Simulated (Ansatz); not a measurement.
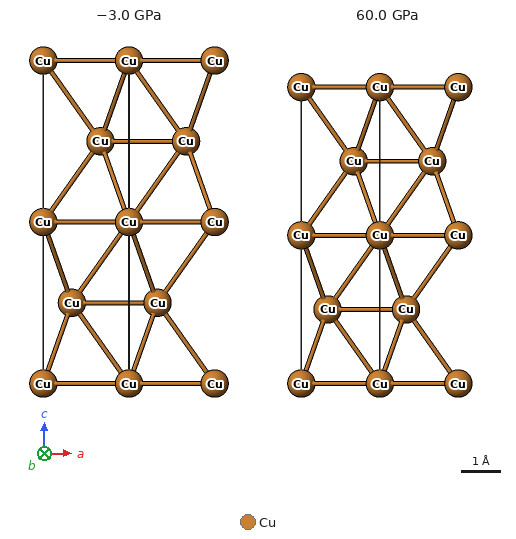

Solid Cu (set up in P6_3/mmc), relaxed (cell and atoms) at several target pressures. The picture shows the first and the last member. The picture is a ball-and-stick view of the cell of the calculation, repeated 2 × 1 × 1 with one cell outlined, seen along the b axis.

Computed with Ansatz 0.2.0: DFT PBE, scalar-relativistic, plane waves, PAW. Settings: plane-wave cutoff 420 eV; k-point mesh 18 × 18 × 6 at −3.0 to 30.0, 24 × 24 × 6 at 60.0 GPa; occupations gaussian; smearing width 0.1 eV; no spin polarisation; cell and atoms relaxed; force threshold 0.008 eV/Å.

```json
{"pressure (GPa)": "−3.0", "volume (Å³/atom)": "12.238", "a (Å)": "2.586", "c (Å)": "8.449"}
{"pressure (GPa)": "0.0", "volume (Å³/atom)": "11.965", "a (Å)": "2.567", "c (Å)": "8.387"}
{"pressure (GPa)": "3.0", "volume (Å³/atom)": "?", "a (Å)": "?", "c (Å)": "?"}
{"pressure (GPa)": "8.0", "volume (Å³/atom)": "11.379", "a (Å)": "2.524", "c (Å)": "8.249"}
{"pressure (GPa)": "15.0", "volume (Å³/atom)": "10.978", "a (Å)": "2.494", "c (Å)": "8.151"}
{"pressure (GPa)": "30.0", "volume (Å³/atom)": "10.322", "a (Å)": "2.443", "c (Å)": "7.987"}
{"pressure (GPa)": "60.0", "volume (Å³/atom)": "9.441", "a (Å)": "2.371", "c (Å)": "7.753"}
```

> Estimate the missing row from the others, and compare with the calculation.

Murnaghan's form V = V₀(1 + B′P/B₀)^(−1/B′), with V₀ = 11.965 Å³ from the row at zero pressure, fits the other rows with B₀ = 143 GPa and B′ = 4.46 (largest miss 0.007 Å³). At 3.0 GPa it gives 11.965 × (1 + 4.46 × 3.0/143)^(−1/4.46) = 11.727 Å³ per atom. The calculation gives 11.724 Å³/atom (a = 2.550 Å, c = 8.331 Å). The estimate is 0.003 Å³/atom too high. From the first member to the last: Cu–Cu 2.587 → 2.373 Å.

The whole series:

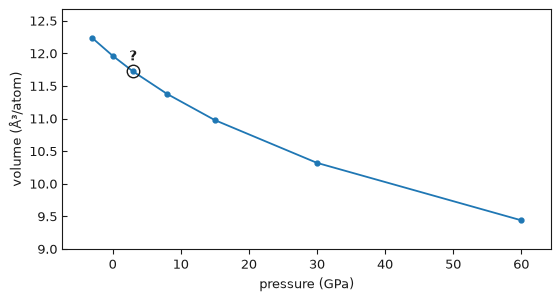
